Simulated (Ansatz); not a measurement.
System: interstitial (added H) in BaF₂.

The given structure:
```
CELL_PARAMETERS angstrom
0.00000 3.12240 3.12240
3.12240 0.00000 3.12240
3.12240 3.12240 0.00000
ATOMIC_POSITIONS crystal
Ba 0.00000 0.00000 0.00000
F 0.25000 0.25000 0.25000
F 0.75000 0.75000 0.75000
```

Method: charge states of a point defect in a periodic supercell, each relaxed, energies over the elements' standard states with the Fermi level at the host's valence band top, point-charge and potential alignment terms added, no band filling term, levels over that top; plane waves with PAW datasets; energies extrapolated to zero smearing (Ansatz 0.2.0). Level: PBE, allowed.

host atoms in supercell 48; wave cutoff 420 eV; k mesh 2×2×2; occupations Gaussian; smearing width 0.01 eV; k shift (0.5, 0.5, 0.5) (mesh steps); start displacement 0 Å; defect kind interstitial; removed element none; added element H; defect place (0.5, 0.5, 0.5) (fraction of the host cell vector); host gap 6.731 eV; static dielectric xx yy zz (9.09, 9.09, 9.09).

Predict the formation energy of each charge state against the Fermi level.

The stable charge changes at 0.40 eV (+1/0) and 3.55 eV (0/−1) above the valence band top. The lowest state is +1 at the valence band top, 0 at mid-gap and −1 at the conduction band bottom, 6.73 eV higher. With the Fermi level at mid-gap the formation energy is 2.4 eV against the elements' standard states.

```json
{"charge": "+1", "formation energy with the Fermi level at the valence band top (eV)": "1.99"}
{"charge": "0", "formation energy with the Fermi level at the valence band top (eV)": "2.38"}
{"charge": "-1", "formation energy with the Fermi level at the valence band top (eV)": "5.93"}
```

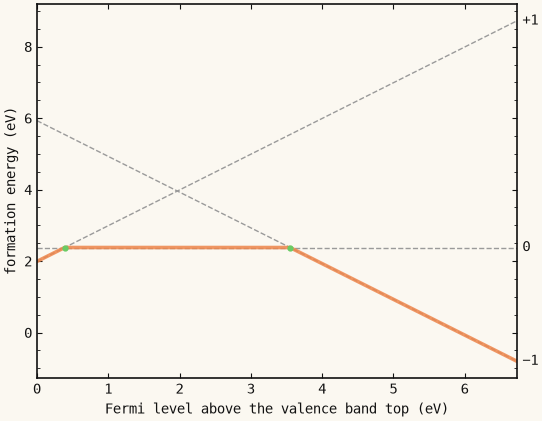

The thick line follows the lowest charge state; the axis spans the host's computed gap.

Limits of the calculation: charged cell in a neutralising background; coarse k mesh; potential alignment in doubt; small supercell; symmetry that the supercell leaves at the site kept.
